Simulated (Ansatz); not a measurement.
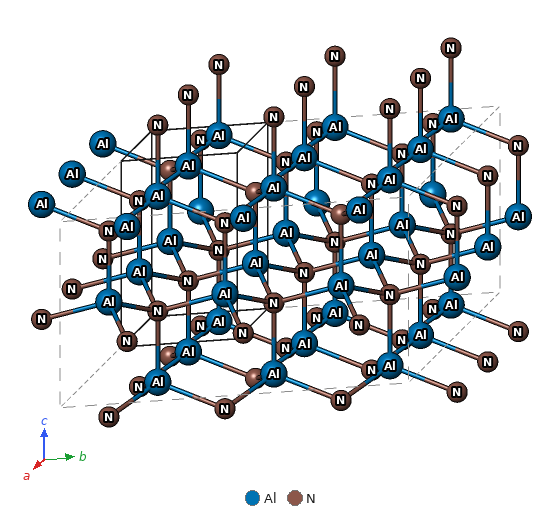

System AlN (space group P6_3mc, No. 186); source of the atomic positions: coordinates from a relaxation with DFT PBEsol, scalar-relativistic, plane waves, PAW in Ansatz.

Bonds are taken as Al–N below 2.1 Å; no other contact counts. Simplification: prune 0- and 1-connected atoms, fold 2-connected ones into links.

What kind of net remains, and which atoms are its nodes?

Answer. A uninodal 4-connected, three-periodic net: Al and N are 4-connected nodes.

Name the underlying net.

Answer. It is the lon net, known from lonsdaleite, wurtzite and tridymite.

Is the net interpenetrated?

Answer. It is a single net, without interpenetration.

Give the point symbol of each node (shortest cycle at each angle).

Answer. Al and N: 6⁶.

How many nodes does the smallest cycle have?

Answer. Six.
